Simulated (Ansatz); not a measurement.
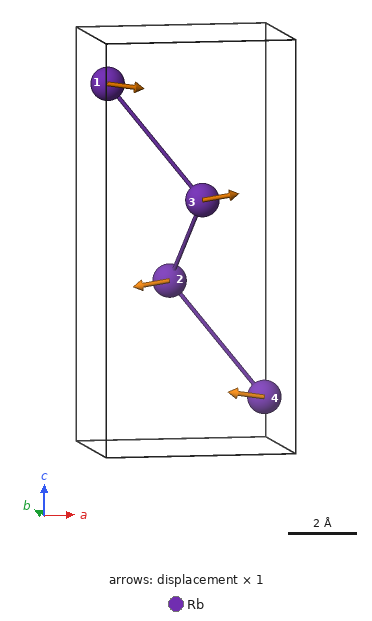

A relaxation of crystalline Rb (set up in Pnma) (coarse preliminary run). The starting structure is drawn; orange arrows show the displacements (the part carried along by the change of the cell is left out), at their true length.

A ball-and-stick model of the cell of the calculation, seen slightly off an axis.

Method: DFT r2SCAN, scalar-relativistic, plane waves, PAW (Ansatz). Settings: plane-wave cutoff 500 eV; k-point mesh 4 × 4 × 2; occupations gaussian; smearing width 0.1 eV; no spin polarisation; cell and atoms relaxed; force threshold 0.05 eV/Å; at most 80 steps.

Question: What happened in the run?

Answer: The largest moves relative to the cell, 1.14 Å, are those of Rb1, Rb2, Rb3 and Rb4. Rb2 goes roughly along −a. The volume changes by +18.0 %, with a 5.740 → 5.405 Å (−5.8 %), b 4.640 → 4.810 Å (+3.7 %), c 12.380 → 14.969 Å (+20.9 %). Among the contacts that change: Rb1–Rb4 3.563 → 5.092 Å, Rb1–Rb4 (another image) 6.281 → 5.039 Å, Rb1–Rb1 5.740 → 5.405 Å, Rb1–Rb3 4.558 → 4.777 Å. Among the angles between lasting bonds that change: Rb4–Rb1–Rb4 81.3° → 56.4°, Rb3–Rb1–Rb4 132.3° → 151.6°, Rb3–Rb1–Rb4 118.8° → 105.6°. The space group stays Pnma (No. 62). Over 7 accepted moves (8 points after the start) the energy falls by 297 meV per atom. The largest force component goes from 0.66 to 0.0091 eV/Å. Pressure: 0.94 GPa at the start and 0.01 GPa at the end. At 1 point the geometry stayed and the basis and grid were re-selected for the new cell (energy shift of 1.3 meV per atom at most each time). The run took 3.8 min on 1 thread of Intel(R) Xeon(R) Platinum 8259CL CPU @ 2.50GHz (Skylake/Cascade Lake), on a shared host, peak memory 1.3 GiB.
